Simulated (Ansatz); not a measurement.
## SiO: a changed input and its effect

System: SiO (4 atoms in the cell).
Method of the first run: DFT PBE, scalar-relativistic, plane waves, PAW, no spin polarisation (Ansatz 0.2.0).

The structure was made by swapping elements on the sites of another compound; it need not be a known phase. Text and figures count atoms from 1; the logs count them from 0 in places.

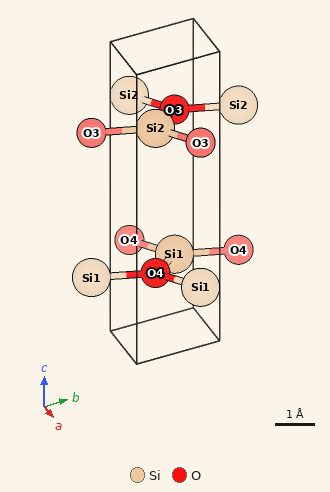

The structure (ball-and-stick view of the cell of the calculation, seen slightly off an axis; neighbours outside the cell are drawn fainter; atoms are numbered from 1 in the order of the input).

## Input, the first run
```yaml
crystal:
  lattice:
    - [2.9641466119, 0.0, 0.0]
    - [-1.482073306, 2.5670262664, 0.0]
    - [0.0, 0.0, 7.8853190196]
  atoms:
    - { symbol: Si, position: [0.3333333333, 0.6666666667, 0.25] }
    - { symbol: Si, position: [0.6666666667, 0.3333333333, 0.75] }
    - { symbol: O, position: [0.3333333333, 0.6666666667, 0.75] }
    - { symbol: O, position: [0.6666666667, 0.3333333333, 0.25] }
basis:
  ecutwfc: 420
kpoints:
  mp_grid: { grid: [6, 6, 2] }
hamiltonian:
  xc: pbe
scf:
  occupations: { method: gaussian, width: 0.1 }
  lower_state_search: "off"
output:
  forces: true
  stress: true
  eigenvalues: true
```

Command:
```bash
ansatz run input.yaml --threads 1 --pin off --max-ram 2560MiB --backend cpu --events-out ev --progress --plain --runs-dir out
```

Hardware: 1 thread of Intel Xeon (Granite Rapids), 192 GiB of memory available, shared host.

## Output, shortened to warnings, some set-up lines, iterations and results (the first run)
```
Basis set: ecut = 420 eV, 1155 PW (Γ), exchange–correlation on 40×40×108 points (8 copies of the dense FFT grid, shifted against one another)
Symmetry: 24 space group operations
k-points: 14 of 72
Initial density: superposition of atomic densities (neutral atoms: chi_scale 0, normalization atom), corrected by the library's trained network
[...]
SCF iter   1: F=—  HF=-2400.485948 eV  |F-HF|=—  |Δ(HF+E_count)|=         —  Δρ=5.50e-3  dr2=1.42e-2  ethr=1.77e-3  ⟨swp⟩=5.4  Hψ=1270  notcnv=0
SCF iter   2: F=—  HF=-2400.489670 eV  |F-HF|=—  |Δ(HF+E_count)|=   3.72e-3  Δρ=3.44e-3  dr2=6.04e-3  ethr=7.08e-5  ⟨swp⟩=1.0  Hψ=308  notcnv=0
SCF iter   3: F=—  HF=-2400.492587 eV  |F-HF|=—  |Δ(HF+E_count)|=   2.92e-3  Δρ=8.83e-4  dr2=6.09e-4  ethr=3.02e-5  ⟨swp⟩=2.9  Hψ=315  notcnv=0
SCF iter   4: F=—  HF=-2400.492458 eV  |F-HF|=—  |Δ(HF+E_count)|=   1.28e-4  Δρ=1.92e-4  dr2=2.19e-5  ethr=3.05e-6  ⟨swp⟩=2.7  Hψ=314  notcnv=0
SCF iter   5: F=—  HF=-2400.492812 eV  |F-HF|=—  |Δ(HF+E_count)|=   3.53e-4  Δρ=5.03e-5  dr2=2.25e-6  ethr=1.10e-7  ⟨swp⟩=3.0  Hψ=352  notcnv=0
SCF iter   6: F=—  HF=-2400.492811 eV  |F-HF|=—  |Δ(HF+E_count)|=   5.34e-7  Δρ=1.93e-5  dr2=3.05e-7  ethr=1.13e-8  ⟨swp⟩=1.9  Hψ=258  notcnv=0
SCF iter   7: F=-2400.492811 eV  HF=-2400.492811 eV  |F-HF|=5.33e-9  |Δ(HF+E_count)|=   7.83e-8  Δρ=2.99e-6  dr2=7.56e-9  ethr=5.00e-10  ⟨swp⟩=5.2  Hψ=820  notcnv=0
SCF 1 converged in 7 iterations: F = -2400.492811 eV  dr2 = 7.56e-9
SCF converged after 7 iterations
Free energy (F): -2400.492811 eV
Harris-Foulkes:  -2400.492811 eV  (|F-HF|=5.33e-9)
Internal energy: -2400.474081 eV  (E = F + TS)
E sigma→0 (E₀):  -2400.483446 eV
Entropy (-TS):   -0.018730 eV (-4.683 meV/atom)
Fermi energy:    7.284683 eV
--- Per-component energies (eV) ---
  E_band       = -78.749129
  E_kinetic    = 449.034829
  E_local      = -1190.970580  (includes V_loc(G=0)·N_el)
  E_nonlocal   = 147.299265
  E_hartree    = 439.007053
  E_xc         = -260.482757
  E_vxc        = -285.183528  (∫ρ·V_xc dr)
  E_paw        = -1341.807579  (= ΣΔE_a)
  E_vpaw       = -76.945009  (= ΣTr[D̂ρ^β])
  E_aug_tail   = 0.004796  (compensation charges beyond the density's cutoff)
  E_ewald      = -642.559109
  E_smearing   = -0.018730  (= −TS)
  E_closure    = 0.000000  (closes the sum)
  Σ components = -2400.492811   (vs F -2400.492811, Δ=0.00e0)
--- Forces (eV/Å), atoms counted from 1 ---
  atom   1  Si     0.00000000     0.00000000     0.00000000
  atom   2  Si    -0.00000000    -0.00000000     0.00000000
  atom   3  O      0.00000000     0.00000000     0.00000000
  atom   4  O     -0.00000000    -0.00000000     0.00000000
  max |Σ_I F_I| component: 3.70e-17 eV/Å
--- Stress (GPa, compression-positive) ---
       48.165501      -0.000000       0.000000
       -0.000000      48.165501       0.000000
        0.000000       0.000000      -5.864353
  P = ⅓ Tr σ = 30.1555 GPa (301.555 kbar)
```

The input of the second run differs as follows (lines with − go, lines with + come):
```diff
-    - { symbol: O, position: [0.3333333333, 0.6666666667, 0.75] }
-    - { symbol: O, position: [0.6666666667, 0.3333333333, 0.25] }
+    - { symbol: O, position: [0.3333333333, 0.6666666667, 0.75], spin: 1.0 }
+    - { symbol: O, position: [0.6666666667, 0.3333333333, 0.25], spin: 1.0 }
+  populations: true
+magnetization:
+  spin_polarized: true
```

How does the second run compare with the first run?

With the same functional and potentials, the second run lies 7.8 meV per atom lower. With spin allowed, the absolute moment of the cell comes to 1.57 μB. Exchange favours parallel spins in the open shell, so the polarised state lies below the unpolarised one. The SCF takes 43 iterations against 7. The two runs start from different initial densities, which also moves the count.

## Output, shortened to warnings, some set-up lines, iterations and results (the second run)
```
Basis set: ecut = 420 eV, 1155 PW (Γ), exchange–correlation on 40×40×108 points (8 copies of the dense FFT grid, shifted against one another)
Symmetry: 24 space group operations
k-points: 14 of 72
Initial density: superposition of atomic densities (chi_scale 0.1, normalization cell, long waves kept (reshape's long-wave potential 0.03 eV rms))
[...]
SCF iter   1: F=—  HF=-2400.416276 eV  |F-HF|=—  |Δ(HF+E_count)|=         —  Δρ=7.52e-2 (↑2.76e-2 ↓7.52e-2)  dr2=2.19e0  dr2_m=1.17e0  M=0.393 μB ∫|m|=0.492 μB  β_m=0.30  …
SCF iter   2: F=—  HF=-2400.294377 eV  |F-HF|=—  |Δ(HF+E_count)|=   1.22e-1  Δρ=4.50e-2 (↑2.70e-2 ↓4.50e-2)  dr2=5.58e-1  dr2_m=6.09e-1  M=0.468 μB ∫|m|=0.523 μB  β_m=0.30  …
SCF iter   3: F=—  HF=-2400.339944 eV  |F-HF|=—  |Δ(HF+E_count)|=   4.56e-2  Δρ=2.68e-2 (↑2.68e-2 ↓2.48e-2)  dr2=7.54e-2  dr2_m=3.35e-1  M=0.513 μB ∫|m|=0.543 μB  β_m=0.30  …
SCF iter   4: F=—  HF=-2400.406986 eV  |F-HF|=—  |Δ(HF+E_count)|=   6.70e-2  Δρ=1.92e-2 (↑1.85e-2 ↓1.92e-2)  dr2=4.03e-3  dr2_m=1.95e-1  M=0.507 μB ∫|m|=0.535 μB  β_m=0.30  …
SCF iter   5: F=—  HF=-2400.447273 eV  |F-HF|=—  |Δ(HF+E_count)|=   4.03e-2  Δρ=1.47e-2 (↑1.47e-2 ↓1.40e-2)  dr2=8.72e-4  dr2_m=1.12e-1  M=0.520 μB ∫|m|=0.544 μB  β_m=0.30  …
[... 34 lines ...]
SCF iter  40: F=—  HF=-2400.524196 eV  |F-HF|=—  |Δ(HF+E_count)|=   6.83e-4  Δρ=2.37e-4 (↑1.91e-4 ↓2.37e-4)  dr2=6.40e-5  dr2_m=1.00e-6  M=1.559 μB ∫|m|=1.569 μB  …
SCF iter  41: F=—  HF=-2400.524180 eV  |F-HF|=—  |Δ(HF+E_count)|=   1.55e-5  Δρ=1.44e-5 (↑1.44e-5 ↓9.88e-6)  dr2=3.24e-7  dr2_m=3.78e-8  M=1.558 μB ∫|m|=1.568 μB  …
SCF iter  42: F=-2400.524181 eV  HF=-2400.524181 eV  |F-HF|=3.62e-9  |Δ(HF+E_count)|=   4.80e-8  Δρ=2.00e-6 (↑1.56e-6 ↓2.00e-6)  dr2=6.44e-9  dr2_m=4.10e-10  M=1.558 μB …
SCF iter  43: F=-2400.524181 eV  HF=-2400.524181 eV  |F-HF|=3.63e-9  |Δ(HF+E_count)|=  1.32e-11  Δρ=2.00e-6 (↑1.56e-6 ↓2.00e-6)  dr2=6.45e-9  dr2_m=4.13e-10  M=1.558 μB …
SCF 1 converged in 43 iterations: F = -2400.524181 eV  dr2 = 6.45e-9
SCF converged after 43 iterations
Magnetization: 1.5575 μB (10.7788 up, 9.2212 down)
Absolute magnetization: 1.5678 μB (∫|ρ↑−ρ↓|, with the PAW one-centre terms)
Spin contamination: 0.0119 ħ² per cell (⟨S²⟩ above its minimum at these occupations)
Per-site moments (μB) at R_I (Å): [(0.09232769591242893, 0.7059322232664588), (0.09232769591242897, 0.7059322232664588), (0.07905438392333969, 0.7059322232664588), (0.07905438392333966, 0.7059322232664588)]
Free energy (F): -2400.524181 eV
Harris-Foulkes:  -2400.524181 eV  (|F-HF|=3.63e-9)
Internal energy: -2400.509739 eV  (E = F + TS)
E sigma→0 (E₀):  -2400.516960 eV
Entropy (-TS):   -0.014441 eV (-3.610 meV/atom)
Fermi energy:    7.540851 eV
--- Per-component energies (eV) ---
  E_band       = -78.777232
  E_kinetic    = 449.782110
  E_local      = -1191.320593  (includes V_loc(G=0)·N_el)
  E_nonlocal   = 147.354466
  E_hartree    = 439.160293
  E_xc         = -260.894589
  E_vxc        = -285.762074  (∫ρ·V_xc dr)
  E_paw        = -1342.037122  (= ΣΔE_a)
  E_vpaw       = -77.156590  (= ΣTr[D̂ρ^β])
  E_aug_tail   = 0.004805  (compensation charges beyond the density's cutoff)
  E_ewald      = -642.559109
  E_smearing   = -0.014441  (= −TS)
  E_closure    = -0.000000  (closes the sum)
  Σ components = -2400.524181   (vs F -2400.524181, Δ=0.00e0)
--- Forces (eV/Å), atoms counted from 1 ---
  atom   1  Si     0.00000000     0.00000000     0.00000000
  atom   2  Si    -0.00000000    -0.00000000     0.00000000
  atom   3  O      0.00000000     0.00000000     0.00000000
  atom   4  O     -0.00000000    -0.00000000     0.00000000
  max |Σ_I F_I| component: 7.40e-17 eV/Å
--- Stress (GPa, compression-positive) ---
       46.524755       0.000000       0.000000
        0.000000      46.524755       0.000000
        0.000000       0.000000      -2.180257
  P = ⅓ Tr σ = 30.2898 GPa (302.898 kbar)
--- Löwdin populations: 4 sites ---
  site symbol       q [e]    m [muB]
     0     Si      3.1347     0.6645
     1     Si      3.1347     0.6645
     2      O      6.6807     0.0734
     3      O      6.6807     0.0734
  spilling = 0.018460 (of n_electrons = 20.000000)
```

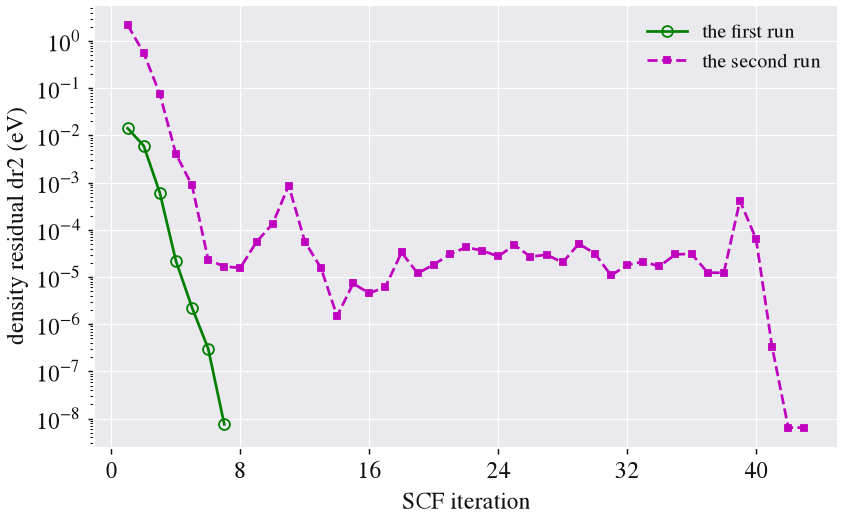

Convergence of the two runs: density residual dr2 against the SCF iteration. The first run takes 7 iterations in all, and the second run takes 43.

## The two runs side by side

```tsv
quantity	the first run	the second run
outcome	converged	converged
free energy per atom (eV)	−600.1232	−600.1310
energy per atom, smearing taken to zero (eV)	−600.1209	−600.1292
gap on the mesh (eV)	0.00	0.00
pressure (GPa)	30.16	30.29
largest force (eV/Å)	0.000	0.000
SCF iterations	7	43
irreducible k-points	14	14
plane waves at Γ	1155	1155
net moment of the cell (μB)	–	1.56
absolute moment of the cell (μB)	–	1.57
wall time (shared host)	0.52 s	6.1 s
```
